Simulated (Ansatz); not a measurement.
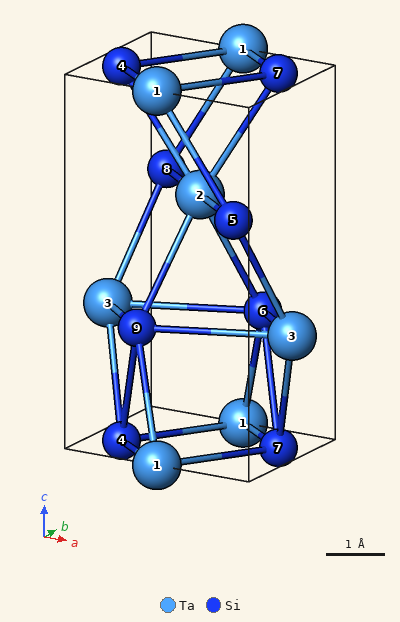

Figure 1. The input geometry (ball-and-stick view of the cell of the calculation, seen slightly off an axis; atoms are numbered from 1 in the order of the input). An atom can appear more than once, as a periodic image.

## Run report: TaSi2, geometry relaxation (part 1 of 2)

TaSi2 (P6₄22, 9 atoms in the cell), computed with DFT r2SCAN, scalar-relativistic, plane waves, PAW, no spin polarisation (Ansatz 0.2.0).

The structure derives from an entry of the Crystallography Open Database. Figures and captions count atoms from 1; the log counts them from 0 in places.

Input
```yaml
crystal:
  lattice:
    - [4.7839004637, 0.0, 0.0]
    - [-2.3919502318, 4.1429793307, 0.0]
    - [0.0, 0.0, 6.57]
  atoms:
    - { symbol: Ta, position: [0.5, 0.0, 0.0] }
    - { symbol: Ta, position: [0.5, 0.5, 0.6666666667] }
    - { symbol: Ta, position: [0.0, 0.5, 0.3333333333] }
    - { symbol: Si, position: [0.15897, 0.31794, 0.0] }
    - { symbol: Si, position: [0.84103, 0.15897, 0.6666666667] }
    - { symbol: Si, position: [0.68206, 0.84103, 0.3333333333] }
    - { symbol: Si, position: [0.84103, 0.68206, 0.0] }
    - { symbol: Si, position: [0.15897, 0.84103, 0.6666666667] }
    - { symbol: Si, position: [0.31794, 0.15897, 0.3333333333] }
basis:
  ecutwfc: 500
kpoints:
  mp_grid: { grid: [12, 12, 6] }
hamiltonian:
  xc: r2scan
scf:
  occupations: { method: gaussian, width: 0.1 }
output:
  forces: true
  stress: true
  eigenvalues: true
  write_density: true
  write_potential: true
  elf: true
  volumetric_format: npy
relax:
  adjacent_minimum: "off"
  f_tol: 0.005
  max_steps: 80
  cell: { stress_tol: 0.05 }
```

Launched with:
```bash
ansatz run input.yaml --threads 2 --pin off --max-ram 5120MiB --backend cpu --events-out ev --progress --plain --runs-dir out
```

Log
```
Engine: ansatz 0.2.0, x86_64-unknown-linux-gnu
Pseudopotentials: kind: paw
Pseudopotential: Ta, paw, valence charge 13, recommended cutoff 500 eV (meta_gga), Ta.paw.azcp
Pseudopotential: Si, paw, valence charge 4, recommended cutoff 500 eV (meta_gga), Si.paw.azcp
Functional definition: r2SCAN
  parameter k0 = 0.174
  parameter k1 = 0.065
  parameter a1 = 4.9479
  exchange = r2scan_x(k0 = k0, k1 = k1, a1 = a1)
  correlation = r2scan_c
Crystal: 9 atoms, lattice volume = 130.215 Å³
Basis set: ecut = 500 eV, 3281 PW (Γ), exchange–correlation on 144×144×192 points (64 copies of the dense FFT grid, shifted against one another)
Bands: 41, of which v1, the nominal top of the filled ones, is band 32 counted from 1 (31 counted from 0)
Symmetry: 12 space group operations
Space group: P6422 (ITA 181), of the structure as read, at distance tolerance 5.1e-5 Å
k-points: 76 of 864 (time reversal used)
Non-local potential: Ta, projectors of the file, l = 0: 3, l = 1: 2, l = 2: 2, l = 3: 1
Non-local potential: Si, projectors of the file, l = 0: 2, l = 1: 2, l = 2: 2
PAW form: soft (Blöchl's): semilocal exchange-correlation on the pseudo side does not see the compensation charge
PAW frozen core: Ta, regenerated for the run's functional (the file was generated under x = pbe(κ = 0.804, μ = 0.2195149727645171), c = pbe(β = 0.06672455060314922))
PAW frozen core: Si, regenerated for the run's functional (the file was generated under x = pbe(κ = 0.804, μ = 0.2195149727645171), c = pbe(β = 0.06672455060314922))
PAW one-centre angular grid: Ta, 590 points (default); XC on 160 Gauss nodes
PAW one-centre angular grid: Si, 302 points (default); XC on 160 Gauss nodes
Initial density: superposition of atomic densities (neutral atoms: chi_scale 0, normalization atom), corrected by the library's trained network
Initial wavefunctions: pseudopotential atomic-orbital guess
Functional: x = r2scan, c = r2scan; τ floored in thin density (d = 2e-4 eV/Å³)
SCF iter   1: F=—  HF=-33671.334564 eV  |F-HF|=—  |Δ(HF+E_count)|=         —  Δρ=8.19e-3  dr2=1.19e-1  dr2_τ=1.15e-1  ethr=1.77e-3  ⟨swp⟩=7.0  Hψ=14787  notcnv=0
preconditioner: auto → Kerker (q_TF=auto, 2.417 Å⁻¹)  [metal: Δε(μ)=0.022 eV  Ē_g=7.800 eV  σ=0.100 eV  W_gap=0.12  n_scr=22 (ndim 8)  ℏωp=20.3 eV  f_vac=0.000  D(μ)=3.17/eV (n_scr^D=22)]
SCF iter   2: F=—  HF=-33671.487173 eV  |F-HF|=—  |Δ(HF+E_count)|=   1.53e-1  Δρ=4.38e-3  dr2=1.87e-2  dr2_τ=1.53e-3  ethr=1.90e-4  ⟨swp⟩=2.0  Hψ=5693  notcnv=0  defer=235
SCF iter   3: F=—  HF=-33671.493222 eV  |F-HF|=—  |Δ(HF+E_count)|=   6.05e-3  Δρ=1.67e-3  dr2=2.64e-3  dr2_τ=2.51e-4  ethr=2.96e-5  ⟨swp⟩=2.0  Hψ=4336  notcnv=0  defer=235
SCF iter   4: F=—  HF=-33671.493828 eV  |F-HF|=—  |Δ(HF+E_count)|=   6.06e-4  Δρ=1.98e-4  dr2=5.31e-5  dr2_τ=3.19e-6  ethr=4.19e-6  ⟨swp⟩=2.0  Hψ=4364  notcnv=0  defer=235
SCF iter   5: F=—  HF=-33671.493853 eV  |F-HF|=—  |Δ(HF+E_count)|=   2.52e-5  Δρ=4.20e-5  dr2=2.56e-6  dr2_τ=1.52e-7  ethr=8.42e-8  ⟨swp⟩=2.0  Hψ=4370  notcnv=0  defer=235
SCF iter   6: F=—  HF=-33671.493856 eV  |F-HF|=—  |Δ(HF+E_count)|=   3.38e-6  Δρ=1.26e-5  dr2=3.04e-7  dr2_τ=2.37e-8  ethr=4.06e-9  ⟨swp⟩=2.0  Hψ=4382  notcnv=0  defer=235
SCF iter   7: F=-33671.493856 eV  HF=-33671.493856 eV  |F-HF|=4.49e-9  |Δ(HF+E_count)|=   1.64e-7  Δρ=3.51e-6  dr2=1.86e-8  dr2_τ=1.03e-9  ethr=1.59e-10  ⟨swp⟩=15.9  Hψ=23763  notcnv=0
SCF 1 converged in 7 iterations: F = -33671.493856 eV  dr2 = 1.86e-8
  greatest PAW one-centre occupation: 0.998 electrons in one spin orbital (limit 2), on the Ta atom at site 2 (counted from 0), in its partial waves of l = 0
relax step   1: F+E_penalty+E_count = -33671.49385640 eV  Δ(F+E_penalty+E_count) = +0.000e0 eV  max|allowed force component| = 7.268e-2 eV/Å  Δτ_max = 0.0000 Å  P = -0.836 GPa  Ω = 130.215 Å³  (7 SCF iters, dr2 threshold 1.00e-7 eV, accepted)
Crystal: 9 atoms, lattice volume = 129.444 Å³
Basis set: ecut = 500 eV, 3269 PW (Γ), exchange–correlation on 144×144×192 points (64 copies of the dense FFT grid, shifted against one another)
Initial density: handed on by an earlier stage of this run
Initial wavefunctions: those handed on with the density
iter 1 solved again at ethr=8.15e-7 eV; its pass at ethr=3.10e-3 eV (dr2=5.14e-4 eV) is discarded
SCF iter   1: F=—  HF=-33671.494528 eV  |F-HF|=—  |Δ(HF+E_count)|=         —  Δρ=4.80e-4  dr2=5.69e-4  dr2_τ=1.57e-3  ethr=8.15e-7  ⟨swp⟩=2.2  Hψ=14106  notcnv=0
preconditioner: auto → Kerker (q_TF=auto, 2.420 Å⁻¹)  [metal: Δε(μ)=0.016 eV  Ē_g=7.867 eV  σ=0.100 eV  W_gap=0.09  n_scr=22 (ndim 8)  ℏωp=20.4 eV  f_vac=0.000  D(μ)=3.00/eV (n_scr^D=22)]
SCF iter   2: F=—  HF=-33671.496438 eV  |F-HF|=—  |Δ(HF+E_count)|=   1.91e-3  Δρ=2.35e-4  dr2=8.34e-5  dr2_τ=1.14e-5  ethr=8.15e-7  ⟨swp⟩=2.0  Hψ=5290  notcnv=0
SCF iter   3: F=—  HF=-33671.496447 eV  |F-HF|=—  |Δ(HF+E_count)|=   8.72e-6  Δρ=1.27e-4  dr2=2.62e-5  dr2_τ=8.03e-7  ethr=1.32e-7  ⟨swp⟩=2.2  Hψ=4467  notcnv=0
SCF iter   4: F=-33671.496449 eV  HF=-33671.496449 eV  |F-HF|=2.06e-7  |Δ(HF+E_count)|=   1.64e-6  Δρ=1.61e-5  dr2=3.91e-7  dr2_τ=7.46e-9  ethr=1.43e-9  ⟨swp⟩=10.9  Hψ=26272  notcnv=0
SCF 2 converged in 4 iterations: F = -33671.496449 eV  dr2 = 3.91e-7
relax step   2: F+E_penalty+E_count = -33671.49644882 eV  Δ(F+E_penalty+E_count) = -2.592e-3 eV  max|allowed force component| = 1.327e-2 eV/Å  Δτ_max = 0.0045 Å  P = +0.357 GPa  Ω = 129.444 Å³  energy of the carried Pulay correction = +1.330e-4 eV  (4 SCF iters, dr2 threshold 9.00e-7 eV, accepted)
Crystal: 9 atoms, lattice volume = 129.699 Å³
iter 1 solved again at ethr=1.53e-7 eV; its pass at ethr=3.10e-3 eV (dr2=9.67e-5 eV) is discarded
SCF iter   1: F=—  HF=-33671.496502 eV  |F-HF|=—  |Δ(HF+E_count)|=         —  Δρ=1.96e-4  dr2=1.06e-4  dr2_τ=1.88e-4  ethr=1.53e-7  ⟨swp⟩=2.0  Hψ=14088  notcnv=0
preconditioner: auto → Kerker (q_TF=auto, 2.419 Å⁻¹)  [metal: Δε(μ)=0.008 eV  Ē_g=7.859 eV  σ=0.100 eV  W_gap=0.04  n_scr=22 (ndim 8)  ℏωp=20.4 eV  f_vac=0.000  D(μ)=2.99/eV (n_scr^D=22)]
SCF iter   2: F=—  HF=-33671.496708 eV  |F-HF|=—  |Δ(HF+E_count)|=   2.07e-4  Δρ=6.58e-5  dr2=5.79e-6  dr2_τ=2.00e-6  ethr=1.53e-7  ⟨swp⟩=2.4  Hψ=5262  notcnv=0
SCF iter   3: F=—  HF=-33671.496709 eV  |F-HF|=—  |Δ(HF+E_count)|=   8.96e-7  Δρ=3.45e-5  dr2=1.57e-6  dr2_τ=6.67e-8  ethr=5.05e-10  ⟨swp⟩=12.3  Hψ=24067  notcnv=0
SCF iter   4: F=-33671.496710 eV  HF=-33671.496710 eV  |F-HF|=3.61e-9  |Δ(HF+E_count)|=   1.47e-7  Δρ=5.15e-6  dr2=3.69e-8  dr2_τ=3.78e-9  ethr=5.05e-10  ⟨swp⟩=7.0  Hψ=20469  notcnv=0
SCF 3 converged in 4 iterations: F = -33671.496710 eV  dr2 = 3.69e-8
relax step   3: F+E_penalty+E_count = -33671.49670954 eV  Δ(F+E_penalty+E_count) = -2.607e-4 eV  max|allowed force component| = 1.960e-3 eV/Å  Δτ_max = 0.0012 Å  P = -0.019 GPa  Ω = 129.699 Å³  energy of the carried Pulay correction = +8.895e-5 eV  (4 SCF iters, dr2 threshold 3.18e-7 eV, accepted)
Initial wavefunctions: pseudopotential atomic-orbital guess (no wavefunctions were taken with the density)
iter 1 solved again at ethr=3.77e-7 eV; its pass at ethr=3.10e-3 eV (dr2=2.38e-4 eV) is discarded
SCF iter   1: F=—  HF=-33671.496615 eV  |F-HF|=—  |Δ(HF+E_count)|=         —  Δρ=8.21e-6  dr2=4.64e-8  dr2_τ=4.47e-8  ethr=3.77e-7  ⟨swp⟩=3.0  Hψ=22312  notcnv=0
eigensolver tolerance schedule: the retry pair's looser diagonalisation over-reported the residual by 5122.90 of it (diagonalisation noise at 1.66 of the residual, at the tolerance the schedule requests for it); recorded, not acted on — ethr = c·dr2/N_el stays at c = 1.0e-1
preconditioner: auto → Kerker (q_TF=auto, 2.419 Å⁻¹)  [metal: Δε(μ)=0.008 eV  Ē_g=7.858 eV  σ=0.100 eV  W_gap=0.05  n_scr=22 (ndim 8)  ℏωp=20.4 eV  f_vac=0.000  D(μ)=2.99/eV (n_scr^D=22)]
SCF iter   2: F=—  HF=-33671.496624 eV  |F-HF|=—  |Δ(HF+E_count)|=   8.29e-6  Δρ=4.68e-6  dr2=1.62e-8  dr2_τ=3.82e-9  ethr=7.36e-11  ⟨swp⟩=3.0  Hψ=6828  notcnv=0
SCF iter   3: F=—  HF=-33671.496624 eV  |F-HF|=—  |Δ(HF+E_count)|=   1.13e-8  Δρ=1.15e-6  dr2=1.94e-9  dr2_τ=2.50e-10  ethr=2.57e-11  ⟨swp⟩=2.0  Hψ=4569  notcnv=0
SCF iter   4: F=—  HF=-33671.496624 eV  |F-HF|=—  |Δ(HF+E_count)|=   1.70e-9  Δρ=3.79e-7  dr2=1.17e-10  dr2_τ=9.86e-12  ethr=3.09e-12  ⟨swp⟩=2.0  Hψ=4604  notcnv=0
SCF iter   5: F=-33671.496624 eV  HF=-33671.496624 eV  |F-HF|=7.28e-12  |Δ(HF+E_count)|=  2.04e-10  Δρ=7.20e-8  dr2=8.90e-12  dr2_τ=6.01e-13  ethr=1.00e-12  ⟨swp⟩=8.4  Hψ=16407  notcnv=0
SCF 4 converged in 5 iterations: F = -33671.496624 eV  dr2 = 8.90e-12
  greatest PAW one-centre occupation: 0.998 electrons in one spin orbital (limit 2), on the Ta atom at site 0 (counted from 0), in its partial waves of l = 0
relax step   4: F+E_penalty+E_count = -33671.49662380 eV  Δ(F+E_penalty+E_count) = +8.574e-5 eV  max|allowed force component| = 1.911e-3 eV/Å  Δτ_max = 0.0000 Å  P = -0.019 GPa  Ω = 129.699 Å³  stress off target by 3.30e-2 GPa  SCF on the basis re-selected at this cell (its energy is not comparable with the rows above)  (5 SCF iters)
```

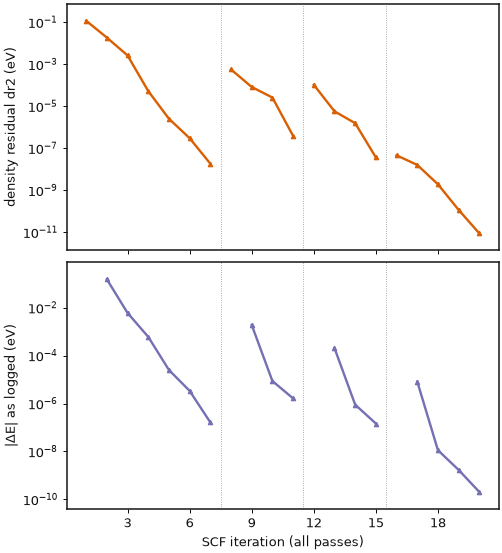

Figure 2. Convergence of the self-consistent field: density residual dr2 and size of the energy change against the SCF iteration. The dotted lines part the SCF passes of the relaxation: geometry steps, rejected trials and re-solves on a re-selected basis. The passes take 7, 4, 4 and 5 iterations.

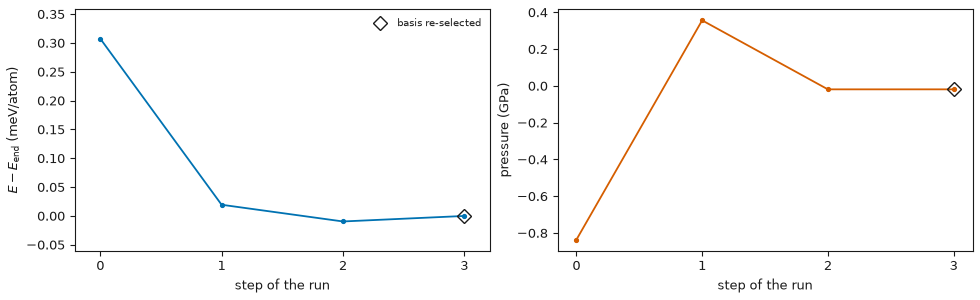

Figure 3. Progress of the relaxation, step by step (the first geometry is step 0 here and step 1 in the log). Over 2 geometry steps the energy falls by 0.3 meV per atom. Largest force component: 0.073 eV/Å at the start, 0.0019 eV/Å at the end. The pressure goes from −0.84 to −0.02 GPa. The largest moves relative to the cell, 0.006 Å, are those of Si4, Si5, Si6, Si7, Si8 and Si9. Ta stays in place. A last SCF at the same geometry on a re-selected plane-wave basis shifts the energy by +0.0 meV per atom. (Atoms are counted from 1 in the order of the input.)

```
basis re-selected at this cell: Δ(F+E_penalty+E_count) = +8.574e-5 eV, ΔP = +0.000 GPa vs the last step (what re-selecting the basis moved, of the pressure what is left beyond the Pulay correction that the steps carried, after the strain that the cell walked since its last selection, with what the two solves' SCF thresholds leave and, on support functions, any second-order correction that the steps lacked; it is no measure of the basis error at this ecutwfc). This SCF's stress stands 3.30e-2 GPa from its target on what of the cell is left free (relax.cell.stress_tol is 5.00e-2 GPa) and its largest allowed force component is 1.91e-3 eV/Å (relax.f_tol is 5.00e-3 eV/Å): within both
SCF converged after 5 iterations
Free energy (F): -33671.496624 eV
Harris-Foulkes:  -33671.496624 eV  (|F-HF|=7.28e-12)
Internal energy: -33671.481680 eV  (E = F + TS)
E sigma→0 (E₀):  -33671.489152 eV
Entropy (-TS):   -0.014944 eV (-1.660 meV/atom)
Fermi energy:    15.271028 eV
--- Per-component energies (eV) ---
  E_band       = -297.141107
  E_kinetic    = 1366.323736
  E_local      = -2326.993666  (includes V_loc(G=0)·N_el)
  E_nonlocal   = 190.622761
  E_hartree    = 894.383926
  E_xc         = -934.089019
  E_vxc        = -983.235883  (∫ρ·V_xc dr)
  E_paw        = -28387.234380  (= ΣΔE_a)
  E_vpaw       = -379.220916  (= ΣTr[D̂ρ^β])
  E_aug_tail   = 0.000264  (compensation charges beyond the density's cutoff)
  E_vtau       = 46.594606  (kinetic-family band-sum trace: ∫τ·v_τ [+ j·A + Jᵃ·Aᵃ] dr)
  E_ewald      = -4471.767864
  E_core_change = -2.727439  (= ΣΔE_core)
  E_smearing   = -0.014944  (= −TS)
  E_closure    = 0.000000  (closes the sum)
  Σ components = -33671.496624   (vs F -33671.496624, Δ=0.00e0)
```
